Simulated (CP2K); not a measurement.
# AlAs: single-point calculation

System: AlAs (F-43m, 2 atoms in the cell).
Method: with the settings of its input (CP2K 2026.2).

The structure derives from an entry of the Crystallography Open Database. The geometry comes from this level: r2SCAN. It belongs to a series of runs on one base structure; here: KPOINTS = 7x7x7.

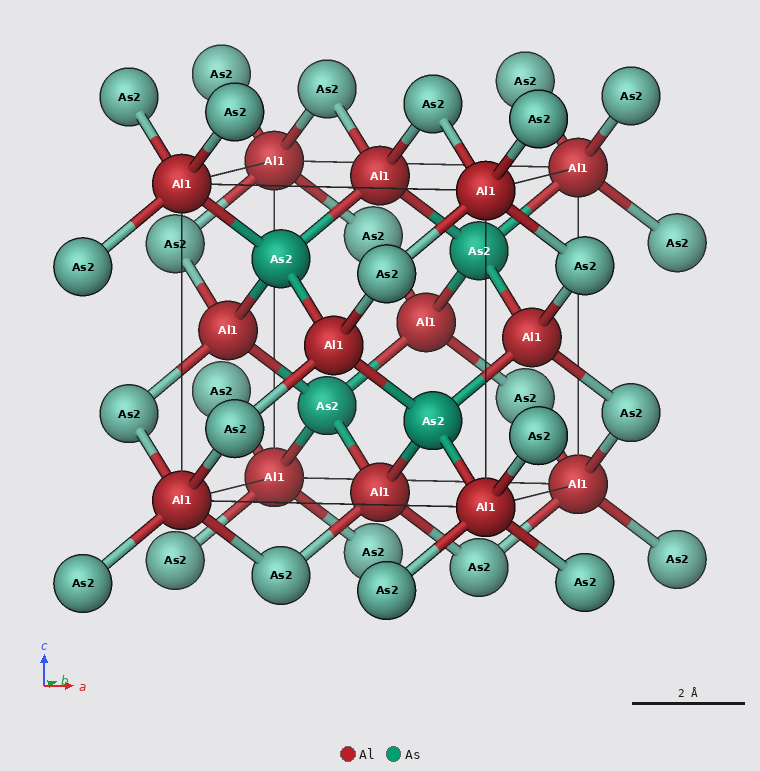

Fig. 1: The structure (ball-and-stick view of the cell 4 times as large as that of the calculation, set on its symmetry axes, seen at an oblique angle; neighbours outside the cell are drawn fainter; atoms are numbered from 1 in the order of the input).

Input
```
&GLOBAL
 PROJECT run
 RUN_TYPE ENERGY_FORCE
 PRINT_LEVEL LOW
&END GLOBAL
&FORCE_EVAL
 METHOD QS
 STRESS_TENSOR ANALYTICAL
 &DFT
  BASIS_SET_FILE_NAME BASIS_MOLOPT
  POTENTIAL_FILE_NAME GTH_POTENTIALS
  &QS
   EXTRAPOLATION USE_GUESS
  &END QS
  &MGRID
   CUTOFF 350
   REL_CUTOFF 50
  &END MGRID
  &XC
   &XC_FUNCTIONAL PBE
   &END XC_FUNCTIONAL
  &END XC
  &KPOINTS
   SCHEME MONKHORST-PACK 7 7 7
   SYMMETRY F
   FULL_GRID F
  &END KPOINTS
  &SCF
   ADDED_MOS 8
   EPS_SCF 1e-6
   MAX_SCF 80
   &DIAGONALIZATION
   &END DIAGONALIZATION
   &MIXING
    METHOD BROYDEN_MIXING
    ALPHA 0.3
   &END MIXING
   &SMEAR
    METHOD FERMI_DIRAC
    ELECTRONIC_TEMPERATURE [K] 232
   &END SMEAR
   &PRINT
    &ITERATION_INFO
    &END ITERATION_INFO
   &END PRINT
  &END SCF
  &PRINT
   &BAND_STRUCTURE
    FILE_NAME bands.bs
    ADDED_MOS 6
    &KPOINT_SET
     UNITS B_VECTOR
     SPECIAL_POINT 0.00000000 0.00000000 0.00000000
     NPOINTS 0
    &END KPOINT_SET
    &KPOINT_SET
     UNITS B_VECTOR
     SPECIAL_POINT -0.50000000 -0.50000000 0.00000000
     NPOINTS 0
    &END KPOINT_SET
    &KPOINT_SET
     UNITS B_VECTOR
     SPECIAL_POINT -0.37500000 -0.37500000 0.25000000
     NPOINTS 0
    &END KPOINT_SET
    &KPOINT_SET
     UNITS B_VECTOR
     SPECIAL_POINT -0.37500000 0.00000000 0.37500000
     NPOINTS 0
    &END KPOINT_SET
    &KPOINT_SET
     UNITS B_VECTOR
     SPECIAL_POINT 0.00000000 0.00000000 0.50000000
     NPOINTS 0
    &END KPOINT_SET
    &KPOINT_SET
     UNITS B_VECTOR
     SPECIAL_POINT -0.50000000 -0.25000000 0.25000000
     NPOINTS 0
    &END KPOINT_SET
    &KPOINT_SET
     UNITS B_VECTOR
     SPECIAL_POINT 0.00000000 0.50000000 0.50000000
     NPOINTS 0
    &END KPOINT_SET
   &END BAND_STRUCTURE
  &END PRINT
 &END DFT
 &SUBSYS
  &CELL
   A 4.01484649 0.00000000 0.00000000
   B 2.00742324 3.47695905 0.00000000
   C 2.00742324 1.15898635 3.27810843
  &END CELL
  &COORD
   SCALED
   Al -0.00000000 0.00000000 0.00000000
   As 0.25000000 0.25000000 0.25000000
  &END COORD
  &KIND Al
   BASIS_SET DZVP-MOLOPT-SR-GTH
   POTENTIAL GTH-PBE
  &END KIND
  &KIND As
   BASIS_SET DZVP-MOLOPT-SR-GTH
   POTENTIAL GTH-PBE
  &END KIND
 &END SUBSYS
 &PRINT
  &STRESS_TENSOR
  &END STRESS_TENSOR
  &FORCES
  &END FORCES
 &END PRINT
&END FORCE_EVAL
```

Hardware: 2 threads of Arm Neoverse V1, 24 GiB of memory available, shared host.

Command:
```bash
cp2k.psmp -i run.inp
```

What the program printed
```
uupqui

 CP2K| version string:                                       CP2K version 2026.2
 CP2K|            -lib tblite libvori libbqb
 CP2K| Input file name                                                   run.inp

 GLOBAL| Force Environment number                                              1
 GLOBAL| Cholesky decomposition library                                ScaLAPACK
 GLOBAL| Direct generalized diagonalization requested                          F
 GLOBAL| Matrix multiplication library                                 ScaLAPACK

 GENERATE|  Preliminary Number of Bonds generated:                             0
 GENERATE|  Achieved consistency in connectivity generation.

 *******************************************************************************
 *******************************************************************************
 **                                                                           **
 **     #####                         ##              ##                      **
 **    ##   ##            ##          ##              ##                      **
 **   ##     ##                       ##            ######                    **
 **   ##     ##  ##   ##  ##   #####  ##  ##   ####   ##    #####    #####    **
 **   ##     ##  ##   ##  ##  ##      ## ##   ##      ##   ##   ##  ##   ##   **
 **   ##  ## ##  ##   ##  ##  ##      ####     ###    ##   ######   ######    **
 **    ##  ###   ##   ##  ##  ##      ## ##      ##   ##   ##       ##        **
 **     #######   #####   ##   #####  ##  ##  ####    ##    #####   ##        **
 **           ##                                                    ##        **
 **                                                                           **
 **                                                ... make the atoms dance   **
 **                                                                           **
 **                      J. Chem. Phys. 152, 194103 (2020)                    **
 **                                                                           **
 *******************************************************************************

 TOTAL NUMBERS AND MAXIMUM NUMBERS

  Total number of            - Atomic kinds:                                   2
                             - Atoms:                                          2
                             - Shell sets:                                     2
                             - Shells:                                        10
                             - Primitive Cartesian functions:                  8
                             - Cartesian basis functions:                     28
                             - Spherical basis functions:                     26

  Maximum angular momentum of- Orbital basis functions:                        2
                             - Local part of the GTH pseudopotential:          0
                             - Non-local part of the GTH pseudopotential:      4

 SCF PARAMETERS         Density guess:                                    ATOMIC
                        --------------------------------------------------------
                        max_scf:                                              80
                        max_scf_history:                                       0
                        max_diis:                                              4
                        --------------------------------------------------------
                        eps_scf:                                        1.00E-06
                        eps_scf_history:                                0.00E+00
                        eps_diis:                                       1.00E-01
                        eps_eigval:                                     1.00E-05
                        --------------------------------------------------------
                        level_shift [a.u.]:                             0.000000
                        added MOs                                         8    0
                        --------------------------------------------------------
                        Mixing method:                            BROYDEN_MIXING
                                                charge density mixing in g-space
                        --------------------------------------------------------
                        Smear method:                                FERMI_DIRAC
                        Electronic temperature [K]:                        232.0
                        Electronic temperature [a.u.]:                  7.35E-04
                        Accuracy threshold:                             1.00E-10
                        --------------------------------------------------------
                        No outer SCF

 Extrapolation method: initial_guess

 Number of electrons:                                                          8
 Number of occupied orbitals:                                                  4
 Number of molecular orbitals:                                                12

 Number of orbital functions:                                                 26
 Number of independent orbital functions:                                     26

 SCF WAVEFUNCTION OPTIMIZATION

  ------------------------------------------------------------------------------
     1 NoMix/Diag. 0.30E+00    0.5     1.16400111        -8.5015740553 -8.50E+00
     2 Broy./Diag. 0.30E+00    0.6     0.04774005        -8.3216451527  1.80E-01
     3 Broy./Diag. 0.30E+00    0.6     0.05860892        -8.3874723215 -6.58E-02
     4 Broy./Diag. 0.30E+00    0.6     0.01401085        -8.4247686853 -3.73E-02
     5 Broy./Diag. 0.30E+00    0.6     0.00161174        -8.4202943410  4.47E-03
     6 Broy./Diag. 0.30E+00    0.6     0.00031769        -8.4186596873  1.63E-03
     7 Broy./Diag. 0.30E+00    0.6     0.00003961        -8.4184752764  1.84E-04
     8 Broy./Diag. 0.30E+00    0.6     0.00005659        -8.4188294916 -3.54E-04
     9 Broy./Diag. 0.30E+00    0.6     0.00000118        -8.4188615788 -3.21E-05
    10 Broy./Diag. 0.30E+00    0.6     0.00000093        -8.4188628028 -1.22E-06

  *** SCF run converged in    10 steps ***

  Electronic density on regular grids:         -8.0000000000       -0.0000000000
  Core density on regular grids:                7.9999999980       -0.0000000020
  Total charge density on r-space grids:       -0.0000000020
  Total charge density g-space grids:          -0.0000000020

  Overlap energy of the core charge distribution:               0.00000000018301
  Self energy of the core charge distribution:                -19.20414543999093
  Core Hamiltonian energy:                                      4.26025587792815
  Hartree energy:                                               8.92863174354605
  Exchange-correlation energy:                                 -2.40360498443799
  Electronic entropic energy:                                  -0.00000000000000
  Fermi energy:                                                 0.16150676502294

  Total energy:                                                -8.41886280277171
  Total energy (extrapolated to T->0):                         -8.41886280277171

 KPOINTS| Band Structure Calculation
 KPOINTS| Number of k-point sets                                               7
 KPOINTS| Number of added MOs/bands                                            6
 KPOINTS| Number of k-points in set    1                                       1
 KPOINTS| In units of b-vector [2pi/Bohr]
 KPOINTS| Special point     1 not specifi     0.000000     0.000000     0.000000
 KPOINTS| Time for k-point line                                            0.002
 KPOINTS| Number of k-points in set    2                                       1
 KPOINTS| In units of b-vector [2pi/Bohr]
 KPOINTS| Special point     1 not specifi    -0.500000    -0.500000     0.000000
 KPOINTS| Time for k-point line                                            0.002
 KPOINTS| Number of k-points in set    3                                       1
 KPOINTS| In units of b-vector [2pi/Bohr]
 KPOINTS| Special point     1 not specifi    -0.375000    -0.375000     0.250000
 KPOINTS| Time for k-point line                                            0.002
 KPOINTS| Number of k-points in set    4                                       1
 KPOINTS| In units of b-vector [2pi/Bohr]
 KPOINTS| Special point     1 not specifi    -0.375000     0.000000     0.375000
 KPOINTS| Time for k-point line                                            0.002
 KPOINTS| Number of k-points in set    5                                       1
 KPOINTS| In units of b-vector [2pi/Bohr]
 KPOINTS| Special point     1 not specifi     0.000000     0.000000     0.500000
 KPOINTS| Time for k-point line                                            0.002
 KPOINTS| Number of k-points in set    6                                       1
 KPOINTS| In units of b-vector [2pi/Bohr]
 KPOINTS| Special point     1 not specifi    -0.500000    -0.250000     0.250000
 KPOINTS| Time for k-point line                                            0.002
 KPOINTS| Number of k-points in set    7                                       1
 KPOINTS| In units of b-vector [2pi/Bohr]
 KPOINTS| Special point     1 not specifi     0.000000     0.500000     0.500000
 KPOINTS| Time for k-point line                                            0.002

 ENERGY| Total FORCE_EVAL ( QS ) energy [hartree]             -8.418861278093338

 FORCES| Atomic forces [hartree/bohr]
 FORCES|   Atom     x               y               z               |f|
 FORCES|      1  4.79656549E-10  5.41554426E-09 -3.18670371E-10   5.44607573E-09
 FORCES|      2  3.16233955E-09 -3.31249300E-09  1.80480277E-09   4.92242972E-09
 FORCES| Sum     3.64199610E-09  2.10305125E-09  1.48613240E-09
 FORCES| Total atomic force                                       4.46044276E-09

 STRESS| Analytical stress tensor [bar]
 STRESS|                        x                   y                   z
 STRESS|      x        2.49362899741E+04  -2.45702041812E-02  -1.73737586477E-02
 STRESS|      y       -2.45702041812E-02   2.49363140506E+04   1.00542508273E-02
 STRESS|      z       -1.73737586477E-02   1.00542508273E-02   2.49362755102E+04
 STRESS| 1/3 Trace                                             2.49362931783E+04
 STRESS| Determinant                                           1.55058538427E+13

 STRESS| Eigenvectors and eigenvalues of the analytical stress tensor [bar]
 STRESS|                        1                   2                   3
 STRESS| Eigenvalues   2.49362630915E+04   2.49362816369E+04   2.49363348067E+04
 STRESS|      x           0.632317305400     -0.551283292425     -0.544299142737
 STRESS|      y           0.155119800232     -0.598262048611      0.786142715267
 STRESS|      z           0.759020864580      0.581523217665      0.292776492309
```

Results in brief

| quantity | value |
| --- | --- |
| outcome | converged |
| space group (tolerance 0.01 Å) | F-43m (216) |
| electrons treated | 8 |
| free energy | −229.0889 eV |
| band gap | 1.63 eV |
| pressure | 2.49 GPa |
| largest force (length of the vector) | under 0.001 eV/Å |
| wall time | 7.4 s (CPU time 12 s) |
| peak memory | 0.21 GiB |

Notes

Settings chosen away from the usual ones: KPOINTS = 7x7x7.
